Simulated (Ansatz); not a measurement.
**LiTaO2: density, localisation and related maps**

The calculation's input:

```
crystal:
  lattice:
    - [3.055260133, 0.0, 0.0]
    - [0.0, 3.0879088328, 0.0]
    - [0.0, 0.0, 5.3433026818]
  atoms:
    - { symbol: Li, position: [0.5, 0.5, 0.5] }
    - { symbol: Ta, position: [0.0, 0.0, 0.0] }
    - { symbol: O, position: [0.0, 0.5, 0.242692234] }
    - { symbol: O, position: [0.0, 0.5, 0.757307766] }
basis:
  ecutwfc: 420
kpoints:
  mp_grid: { grid: [16, 16, 10] }
  band_path:
    path:
      - [[0.0, 0.0, 0.0], [0.5, 0.0, 0.0], [0.5, 0.5, 0.0], [0.0, 0.5, 0.0], [0.0, 0.0, 0.0], [0.0, 0.0, 0.5], [0.5, 0.0, 0.5], [0.5, 0.5, 0.5], [0.0, 0.5, 0.5], [0.0, 0.0, 0.5]]
      - [[0.5, 0.0, 0.0], [0.5, 0.0, 0.5]]
      - [[0.0, 0.5, 0.0], [0.0, 0.5, 0.5]]
      - [[0.5, 0.5, 0.0], [0.5, 0.5, 0.5]]
    npoints: 14
hamiltonian:
  xc: pbe
scf:
  occupations: { method: gaussian, width: 0.1 }
  n_extra_bands: 10
output:
  forces: true
  stress: true
  eigenvalues: true
  populations: true
  dos: { projected: true, de: 0.02, nscf_kmesh: { grid: [20, 20, 12] } }
  bader: true
  write_density: true
  write_potential: true
  elf: true
  volumetric_format: npy
```

Command:

```sh
ansatz run input.yaml --threads 1 --pin off --max-ram 2560MiB --backend cpu --events-out ev --progress --plain --runs-dir out
```

Below, planes, directions and counts refer to the conventional cell (a = 3.06 Å, b = 3.09 Å, c = 5.34 Å, α = 90.00°, β = 90.00°, γ = 90.00°).

Space group Pmmm; a structure generated by program, which may or may not match a known phase.

Computed with DFT PBE, scalar-relativistic, plane waves, PAW in Ansatz.

In a PAW calculation such maps are meaningful between the atoms, not at the nuclei.

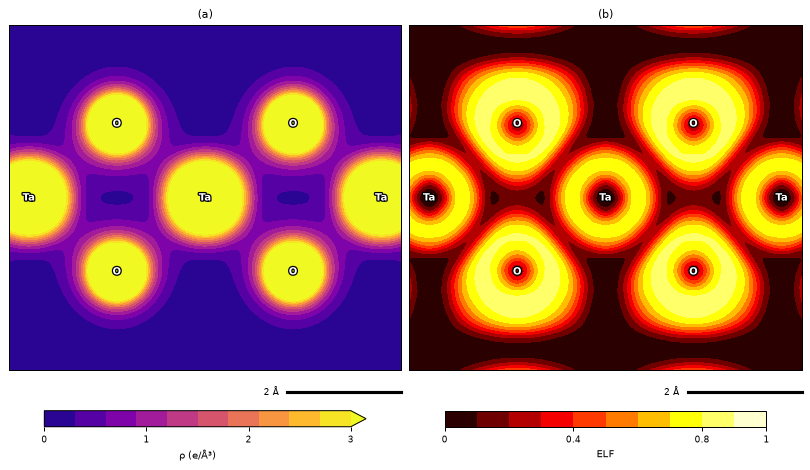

Figure 1. (a) valence pseudo-density; (b) electron localisation function on the (100) plane of the conventional cell.

> What do the fields say about this system?

- Atoms in the plane: Ta and O.
- Ta–O (2.02 Å): the density is about 0.83 e/Å³ at the midpoint; the ELF peaks at about 0.80 in the valence shell of O, 0.6 Å from its nucleus, and drops to about 0.20 between the two atoms: no shared electron pair shows on this line.
- Between the atoms the lowest density in this plane is 0.02 e/Å³.
- The features right at Ta lie inside the PAW spheres, where the map follows smoothed inner orbitals and isn't to be read closely.

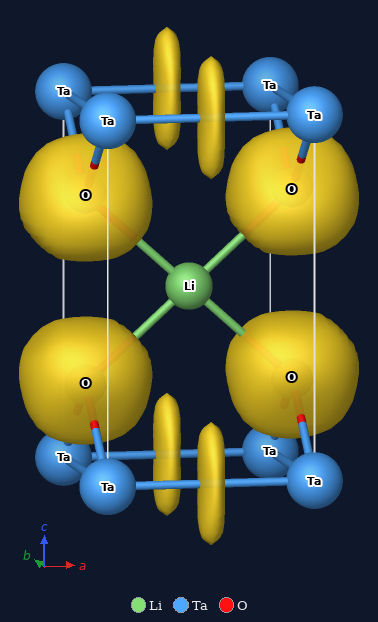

Figure 2. Isosurface of the electron localisation function at 0.6 (yellow), seen slightly off an axis. Core shells and regions of very low density are left out. Sticks mark near contacts.

> Describe the localisation domains.

The ELF exceeds this value in one region between bonded Ta–Ta atoms and two regions wrapped around O (the valence shell of each), counted in one cell of 4 atoms. Any copies at cell faces, edges or corners count once. Along the contacts the grid gives the following. Li–O (2.06 Å): the ELF peaks at about 0.85 in the valence shell of O, 0.6 Å from its nucleus, and is about 0.50 at the midpoint.

> Metal or insulator at this level of theory?

It is metallic or semimetallic at this level of theory: no gap opens; semilocal functionals without U, or without the true magnetic order, often close the gap of such compounds.

> How much charge does the calculation move between the atoms?

Electrons move from Li and Ta towards O. Bader charges: Li +0.90, Ta +1.78 and O −1.34 e.
